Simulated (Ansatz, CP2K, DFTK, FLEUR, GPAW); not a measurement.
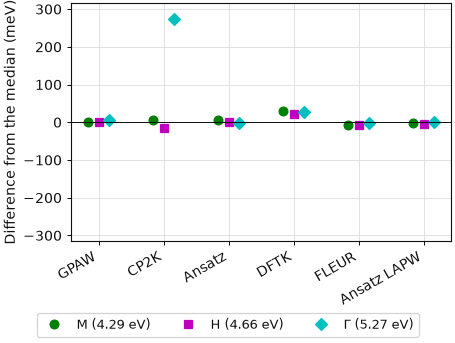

Lowest conduction level at each named k point, counted from the valence-band top at H, for layered hexagonal BN, space group P6_3/mmc (No. 194), 4 atoms in the cell; a = 2.498 Å, c = 6.636 Å (hexagonal axes). Six runs by five programs used PBE (no spin polarisation, no spin-orbit coupling) on the same cell and 12×12×4 k mesh. The plot shows each result less the median of the plane-wave and all-electron runs, which the legend gives. The cell is at 5 GPa in Ansatz.

**What spread should one expect between these programs?**

The plane-wave and all-electron programs (Ansatz, GPAW, FLEUR, Ansatz LAPW and DFTK) agree within 36 meV at these points. CP2K departs by up to +275 meV (at Γ).

| program | kind | valence electrons | M (eV) | H (eV) | Γ (eV) |
| --- | --- | --- | --- | --- | --- |
| GPAW | plane waves | 16 | 4.290 | 4.663 | 5.278 |
| CP2K | local basis | 16 | 4.297 | 4.648 | 5.546 |
| Ansatz | plane waves | 16 | 4.295 | 4.664 | 5.268 |
| DFTK | plane waves | 16 | 4.320 | 4.686 | 5.299 |
| FLEUR | all-electron | – | 4.284 | 4.657 | 5.268 |
| Ansatz LAPW | all-electron | – | 4.287 | 4.659 | 5.271 |

Settings. GPAW PAW data sets (gpaw-data 1.2.1), 800 eV cutoff, Fermi-Dirac smearing of 0.05 eV (GPAW 26.7.0). POTENTIAL_UZH N GTH-PBE-q5, B GTH-PBE-q3; TZVP-MOLOPT-PBE-GTH basis, Fermi-Dirac smearing of 0.01 eV (CP2K). Ansatz PAW, 420 eV cutoff, Fermi-Dirac smearing of 0.05 eV (Ansatz). dojo.nc.sr.pbe.v0_4_1.standard.upf (PBE), 1143 eV cutoff, Fermi-Dirac smearing of 0.05 eV (DFTK 0.8.2). all-electron, Fermi-Dirac smearing of 0.05 eV (FLEUR MaX-R8.1 (later development tree)). all-electron LAPW, Fermi-Dirac smearing of 0.05 eV (Ansatz).

LDA, GGA and most meta-GGA functionals understate gaps. Ansatz and DFTK: this functional lacks dispersion, which binds the layers, so the pressure across them comes out too large. CP2K: the basis of atomic orbitals isn't converged, which shifts gaps and empty levels.
